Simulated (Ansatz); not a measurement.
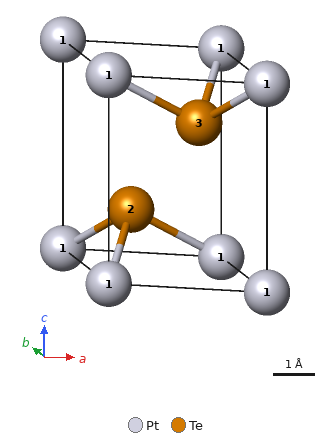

**Figure 1.** The structure as given in the input (ball-and-stick view of the cell of the calculation, seen slightly off an axis; atoms are numbered from 1 in the order of the input). Near neighbours in the crystal (not all of them lie inside the picture): Pt has 6 Te at 2.70 Å; Te has 3 Pt at 2.70 Å.

## Single-point calculation, with input and output: PtTe2

System: PtTe2 (P-3m1, 3 atoms in the cell).
Method: DFT, LDA, plane waves, PAW, no spin polarisation (Ansatz 0.2.0).

The structure was built on a prototype by a generator. Some settings of this run were made unusual or wrong on purpose. The geometry comes from this level: r2scan-rvv10. Figures and captions count atoms from 1; the log counts them from 0 in places.

**Input**
```yaml
crystal:
  lattice:
    - [4.0381770501, 0.0, 0.0]
    - [-2.019088525, 3.4971639103, 0.0]
    - [0.0, 0.0, 5.310961571]
  atoms:
    - { symbol: Pt, position: [0.0, 0.0, 0.0] }
    - { symbol: Te, position: [0.3333333333, 0.6666666667, 0.2568463257] }
    - { symbol: Te, position: [0.6666666667, 0.3333333333, 0.7431536743] }
kpoints:
  mp_grid: { grid: [6, 6, 4] }
hamiltonian:
  xc: lda
scf:
  occupations: { method: fermi_dirac, width: 0.02 }
output:
  optics:
    e_range: [2, 15]
    de: 0.2
    sigma: 5
    scissors: 0
    scheme: gaussian
    drude_damping: 0.1
```

Machine: 4 threads of Intel Xeon (Granite Rapids), 64 GiB of memory available, shared host.

Run as:
```bash
ansatz run input.yaml --threads 4 --pin off --max-ram 3686MiB --backend cpu --events-out ev --progress --plain --runs-dir out
```

**Output**
```
Engine: ansatz 0.2.0, x86_64-unknown-linux-gnu
Pseudopotentials: kind: paw
Pseudopotential: Pt, paw, valence charge 18, recommended cutoff 420 eV (normal), Pt.paw.azcp
Pseudopotential: Te, paw, valence charge 16, recommended cutoff 420 eV (normal), Te.paw.azcp
Functional definition: SPW92
  exchange = slater_x
  correlation = pw_c
Crystal: 3 atoms, lattice volume = 75.002 Å³
Basis set: ecut = 420 eV, 1433 PW (Γ)
Bands: 30, of which v1, the nominal top of the filled ones, is band 25 counted from 1 (24 counted from 0)
Symmetry: 12 space group operations
Space group: P-3m1 (ITA 164), of the structure as read, at distance tolerance 4.2e-5 Å
k-points: 24 of 144
Non-local potential: Pt, projectors of the file, l = 0: 3, l = 1: 2, l = 2: 2, l = 3: 1
Non-local potential: Te, projectors of the file, l = 0: 2, l = 1: 2, l = 2: 2, l = 3: 2
PAW form: soft (Blöchl's): semilocal exchange-correlation on the pseudo side does not see the compensation charge
PAW frozen core: Pt, regenerated for the run's functional, and the local potential with it (the file was generated under x = pbe(κ = 0.804, μ = 0.2195149727645171), c = pbe(β = 0.06672455060314922))
PAW frozen core: Te, regenerated for the run's functional, and the local potential with it (the file was generated under x = pbe(κ = 0.804, μ = 0.2195149727645171), c = pbe(β = 0.06672455060314922))
PAW one-centre angular grid: Pt, 590 points (default); XC on 64 Gauss nodes
PAW one-centre angular grid: Te, 590 points (default); XC on 64 Gauss nodes
Initial density: superposition of atomic densities (neutral atoms: chi_scale 0, normalization atom), corrected by the library's trained network
Initial wavefunctions: pseudopotential atomic-orbital guess
Functional: x = slater, c = lda
SCF iter   1: F=—  HF=-25900.607405 eV  |F-HF|=—  |Δ(HF+E_count)|=         —  Δρ=6.11e-3  dr2=1.82e-2  ethr=1.77e-3  ⟨swp⟩=6.8  Hψ=3189  notcnv=0
preconditioner: auto → LDOS  [insulator: Δε(μ)=0.046 eV  Ē_g=8.888 eV  σ=0.020 eV  W_gap=0.51  n_scr=22 (ndim 8)  ℏωp=20.1 eV  f_vac=0.015  D(μ)=1.24/eV (n_scr^D=2)  ε∞_Penn≈6.1  β→1.0]
SCF iter   2: F=—  HF=-25900.604953 eV  |F-HF|=—  |Δ(HF+E_count)|=   2.45e-3  Δρ=3.71e-3  dr2=1.25e-2  ethr=3.64e-5  ⟨swp⟩=3.0  Hψ=1635  notcnv=0  defer=15
SCF iter   3: F=—  HF=-25900.601348 eV  |F-HF|=—  |Δ(HF+E_count)|=   3.60e-3  Δρ=9.95e-4  dr2=8.49e-4  ethr=2.50e-5  ⟨swp⟩=2.8  Hψ=1373  notcnv=0  defer=15
SCF iter   4: F=—  HF=-25900.601138 eV  |F-HF|=—  |Δ(HF+E_count)|=   2.10e-4  Δρ=1.27e-4  dr2=8.62e-6  ethr=1.70e-6  ⟨swp⟩=2.9  Hψ=1305  notcnv=0  defer=15
SCF iter   5: F=—  HF=-25900.601120 eV  |F-HF|=—  |Δ(HF+E_count)|=   1.79e-5  Δρ=3.68e-5  dr2=1.24e-6  ethr=1.72e-8  ⟨swp⟩=2.0  Hψ=1209  notcnv=0  defer=15
SCF iter   6: F=—  HF=-25900.601122 eV  |F-HF|=—  |Δ(HF+E_count)|=   2.28e-6  Δρ=1.14e-5  dr2=9.51e-8  ethr=2.47e-9  ⟨swp⟩=2.0  Hψ=1204  notcnv=0  defer=15
SCF iter   7: F=—  HF=-25900.601122 eV  |F-HF|=—  |Δ(HF+E_count)|=   1.88e-9  Δρ=3.03e-6  dr2=4.32e-9  ethr=1.90e-10  ⟨swp⟩=2.0  Hψ=1206  notcnv=0  defer=15
SCF iter   8: F=—  HF=-25900.601122 eV  |F-HF|=—  |Δ(HF+E_count)|=   1.67e-9  Δρ=4.41e-7  dr2=1.07e-10  ethr=8.63e-12  ⟨swp⟩=2.4  Hψ=969  notcnv=0  defer=15
SCF iter   9: F=-25900.601122 eV  HF=-25900.601122 eV  |F-HF|=0.00e0  |Δ(HF+E_count)|=  2.91e-11  Δρ=5.68e-8  dr2=1.44e-12  ethr=1.00e-12  ⟨swp⟩=5.9  Hψ=2005  notcnv=0
SCF 1 converged in 9 iterations: F = -25900.601122 eV  dr2 = 1.44e-12
  greatest PAW one-centre occupation: 1.000 electrons in one spin orbital (limit 2), on the Pt atom at site 0 (counted from 0), in its partial waves of l = 0
Optics k sum: 0 of 24 k-points
Optics k sum: 2 of 24 k-points
Optics k sum: 3 of 24 k-points
Optics k sum: 4 of 24 k-points
Optics k sum: 5 of 24 k-points
Optics k sum: 6 of 24 k-points
Optics k sum: 8 of 24 k-points
Optics k sum: 9 of 24 k-points
Optics k sum: 10 of 24 k-points
Optics k sum: 11 of 24 k-points
Optics k sum: 12 of 24 k-points
Optics k sum: 14 of 24 k-points
Optics k sum: 15 of 24 k-points
Optics k sum: 16 of 24 k-points
Optics k sum: 17 of 24 k-points
Optics k sum: 18 of 24 k-points
Optics k sum: 20 of 24 k-points
Optics k sum: 21 of 24 k-points
Optics k sum: 22 of 24 k-points
Optics k sum: 23 of 24 k-points
Optics k sum: 24 of 24 k-points
Optics k sum: 0 of 24 k-points
Optics k sum: 2 of 24 k-points
Optics k sum: 3 of 24 k-points
Optics k sum: 4 of 24 k-points
Optics k sum: 5 of 24 k-points
Optics k sum: 6 of 24 k-points
Optics k sum: 8 of 24 k-points
Optics k sum: 9 of 24 k-points
Optics k sum: 10 of 24 k-points
Optics k sum: 11 of 24 k-points
Optics k sum: 12 of 24 k-points
Optics k sum: 14 of 24 k-points
Optics k sum: 15 of 24 k-points
Optics k sum: 16 of 24 k-points
Optics k sum: 17 of 24 k-points
Optics k sum: 18 of 24 k-points
Optics k sum: 20 of 24 k-points
Optics k sum: 21 of 24 k-points
Optics k sum: 22 of 24 k-points
Optics k sum: 23 of 24 k-points
Optics k sum: 24 of 24 k-points
Optics k sum: 0 of 24 k-points
Optics k sum: 2 of 24 k-points
Optics k sum: 3 of 24 k-points
Optics k sum: 4 of 24 k-points
Optics k sum: 5 of 24 k-points
Optics k sum: 6 of 24 k-points
Optics k sum: 8 of 24 k-points
Optics k sum: 9 of 24 k-points
Optics k sum: 10 of 24 k-points
Optics k sum: 11 of 24 k-points
Optics k sum: 12 of 24 k-points
Optics k sum: 14 of 24 k-points
Optics k sum: 15 of 24 k-points
Optics k sum: 16 of 24 k-points
Optics k sum: 17 of 24 k-points
Optics k sum: 18 of 24 k-points
Optics k sum: 20 of 24 k-points
Optics k sum: 21 of 24 k-points
Optics k sum: 22 of 24 k-points
Optics k sum: 23 of 24 k-points
Optics k sum: 24 of 24 k-points
Optics k sum: 0 of 24 k-points
Optics k sum: 2 of 24 k-points
Optics k sum: 3 of 24 k-points
Optics k sum: 4 of 24 k-points
Optics k sum: 5 of 24 k-points
Optics k sum: 6 of 24 k-points
Optics k sum: 8 of 24 k-points
Optics k sum: 9 of 24 k-points
Optics k sum: 10 of 24 k-points
Optics k sum: 11 of 24 k-points
Optics k sum: 12 of 24 k-points
Optics k sum: 14 of 24 k-points
Optics k sum: 15 of 24 k-points
Optics k sum: 16 of 24 k-points
Optics k sum: 17 of 24 k-points
Optics k sum: 18 of 24 k-points
Optics k sum: 20 of 24 k-points
Optics k sum: 21 of 24 k-points
Optics k sum: 22 of 24 k-points
Optics k sum: 23 of 24 k-points
Optics k sum: 24 of 24 k-points
Optics k sum: 0 of 24 k-points
Optics k sum: 2 of 24 k-points
Optics k sum: 3 of 24 k-points
Optics k sum: 4 of 24 k-points
Optics k sum: 5 of 24 k-points
Optics k sum: 6 of 24 k-points
Optics k sum: 8 of 24 k-points
Optics k sum: 9 of 24 k-points
Optics k sum: 10 of 24 k-points
Optics k sum: 11 of 24 k-points
Optics k sum: 12 of 24 k-points
Optics k sum: 14 of 24 k-points
Optics k sum: 15 of 24 k-points
Optics k sum: 16 of 24 k-points
Optics k sum: 17 of 24 k-points
Optics k sum: 18 of 24 k-points
Optics k sum: 20 of 24 k-points
Optics k sum: 21 of 24 k-points
Optics k sum: 22 of 24 k-points
Optics k sum: 23 of 24 k-points
Optics k sum: 24 of 24 k-points
SCF converged after 9 iterations
Free energy (F): -25900.601122 eV
Harris-Foulkes:  -25900.601122 eV  (|F-HF|=0.00e0)
Internal energy: -25900.599612 eV  (E = F + TS)
E sigma→0 (E₀):  -25900.600367 eV
Entropy (-TS):   -0.001510 eV (-0.503 meV/atom)
Fermi energy:    13.007084 eV
--- Per-component energies (eV) ---
  E_band       = -730.968008
  E_kinetic    = 1003.616387
  E_local      = -4605.774525  (includes V_loc(G=0)·N_el)
  E_nonlocal   = -403.197364
  E_hartree    = 2424.806945
  E_xc         = -509.261502
  E_vxc        = -514.021645  (∫ρ·V_xc dr)
  E_paw        = -18198.345032  (= ΣΔE_a)
  E_vpaw       = -1061.204561  (= ΣTr[D̂ρ^β])
  E_aug_tail   = -0.000175  (compensation charges beyond the density's cutoff)
  E_ewald      = -5614.265538
  E_core_change = 1.821192  (= ΣΔE_core)
  E_smearing   = -0.001510  (= −TS)
  E_closure    = 0.000000  (closes the sum)
  Σ components = -25900.601122   (vs F -25900.601122, Δ=0.00e0)
--- Band table (eV; the first three rows and the last of 24) ---
  k-point 0: bands = ["-86.1900", "-40.3405", "-40.3405", "-40.2630", "-24.3550", "-24.3550", "-24.3427", "-24.3397", "-24.3373", "-24.3373", "-24.3371", "-24.3371", "-24.3321", "-24.3321", "-0.9037", "2.2634", "6.4013", "7.4102", "7.4102", "9.3293", "9.3293", "10.3700", "12.5762", "12.5762", "14.1026", "14.1026", "14.4124", "15.8416", "17.0865", "19.0295"]
  k-point 1: bands = ["-86.1900", "-40.3405", "-40.3405", "-40.2630", "-24.3528", "-24.3528", "-24.3425", "-24.3399", "-24.3399", "-24.3399", "-24.3377", "-24.3377", "-24.3312", "-24.3312", "-0.6376", "1.5285", "7.3802", "7.4487", "7.4487", "9.3147", "9.3147", "10.4389", "12.2184", "12.2184", "13.0331", "14.6573", "14.6573", "16.3256", "18.0344", "18.6872"]
  k-point 2: bands = ["-86.1900", "-40.3405", "-40.3405", "-40.2631", "-24.3493", "-24.3493", "-24.3436", "-24.3436", "-24.3423", "-24.3401", "-24.3383", "-24.3383", "-24.3305", "-24.3305", "-0.1293", "0.6676", "7.4884", "7.4884", "8.4765", "9.3021", "9.3021", "10.7006", "11.5509", "11.9508", "11.9508", "15.2083", "15.2083", "17.1520", "18.2271", "18.2271"]
  k-point 23: bands = ["-86.1900", "-40.3427", "-40.3427", "-40.2628", "-24.3492", "-24.3492", "-24.3473", "-24.3434", "-24.3364", "-24.3364", "-24.3355", "-24.3330", "-24.3330", "-24.3329", "1.3237", "1.3237", "7.1193", "7.1193", "7.1574", "9.0114", "9.0114", "9.0258", "9.5905", "10.4147", "10.4147", "15.3365", "15.3365", "18.7003", "19.5867", "19.5867"]
```

**Outcome**

```tsv
quantity	value
outcome	converged
space group (tolerance 0.01 Å)	P-3m1 (164)
electrons treated	50
free energy	−25900.6011 eV
Fermi energy	13.007 eV
band gap	none (metallic)
wall time	32 s (CPU time 2 min)
peak memory	0.73 GiB
```

Some settings of this run were drawn to be unusual or wrong. It converged; results that depend on the unusual settings are not reference values. The program warns: the optical spectrum is taken on partly filled bands.
